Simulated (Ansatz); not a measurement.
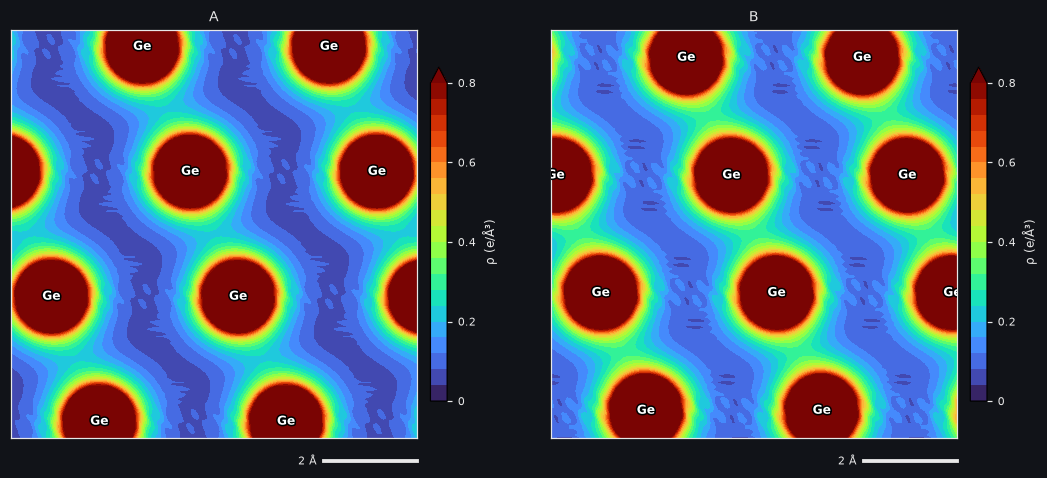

Ge. The valence electron density of two cells that differ in size, on the (11̄0) plane of each (indices in the axes of the calculation cell), at one length scale and on one colour scale: A has 20.2 Å³ an atom and B 16.9.

Space group I4₁/amd; a structure from a database of computed crystals, not necessarily the ambient phase.

Level of theory: DFT r2SCAN, scalar-relativistic, plane waves, PAW in Ansatz.

The larger cell:

```cif
data_structure
_symmetry_space_group_name_H-M 'P 1'
_symmetry_Int_Tables_number 1
_cell_length_a 4.0168
_cell_length_b 4.0168
_cell_length_c 4.0168
_cell_angle_alpha 97.377
_cell_angle_beta 97.377
_cell_angle_gamma 138.005
_cell_volume 40.48
loop_
_atom_site_label
_atom_site_type_symbol
_atom_site_fract_x
_atom_site_fract_y
_atom_site_fract_z
_atom_site_occupancy
Ge1 Ge 0.25000 0.75000 0.50000 1
Ge2 Ge 0.50000 0.50000 0.00000 1
```

The smaller cell: a = 3.783 Å, b = 3.783 Å, c = 3.783 Å, α = 97.38°, β = 97.38°, γ = 138.01°.

What does the compression do to the bonding and the properties?

From the larger cell to the smaller, Ge–Ge goes from 2.88 to 2.71 Å, and the density at its midpoint from 0.24 to 0.31 e/Å³; the pressure goes from −5 to 10 GPa.
